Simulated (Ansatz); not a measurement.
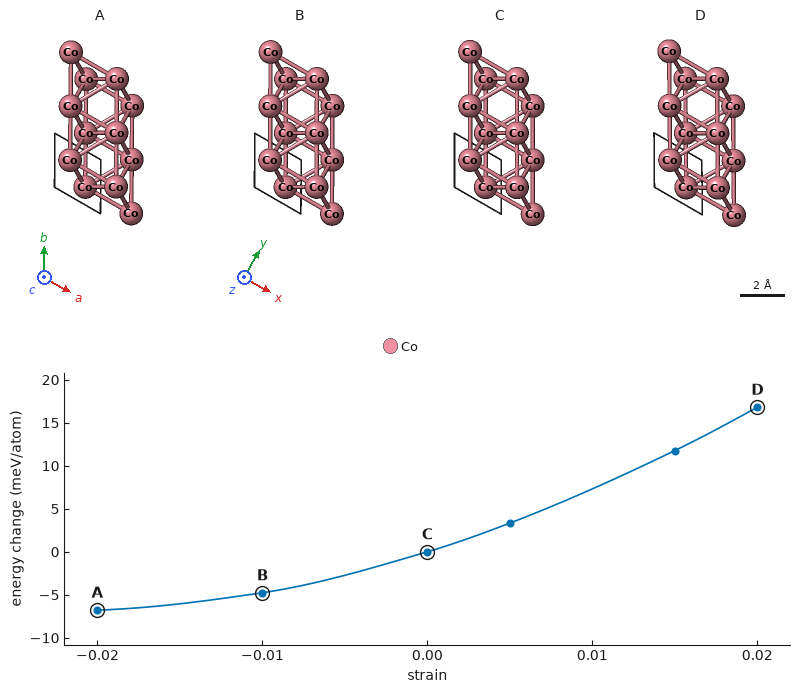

A scan of solid Co (P-3m1): the cell is strained along x alone, with the atoms kept at their fractional coordinates. x, y and z are the Cartesian axes of the input. The lettered frames are marked on the plot. Style: ball-and-stick. Shown: the cell of the calculation, repeated 2 × 3 × 2 with one cell outlined, along the c axis.

The calculation used DFT PBEsol, scalar-relativistic, plane waves, PAW (Ansatz). (plane-wave cutoff 420 eV; k-point mesh 24 × 24 × 12; occupations gaussian; smearing width 0.15 eV; collinear spin). Energies (free energies at the smearing named) are counted from the cell as listed in its source, which wasn't relaxed.

What does the scan show?

Answer. Of the computed points the lowest is at the strain −0.02, −6.8 meV/atom. The energy is still falling at the end of the range, so the minimum along this coordinate lies there or beyond. At the ends of the scan the energy is −6.8 meV/atom (−0.02) and 16.8 meV/atom (0.02). The unrelaxed reference is under a pressure of −9.5 GPa, which tilts the curve. The distortion takes the space group from P-3m1 to C2/m. At the strain −0.02 the cell of the drawing goes a 2.487 → 2.438 Å, b 2.487 → 2.475 Å, γ 120.0° → 119.5°.
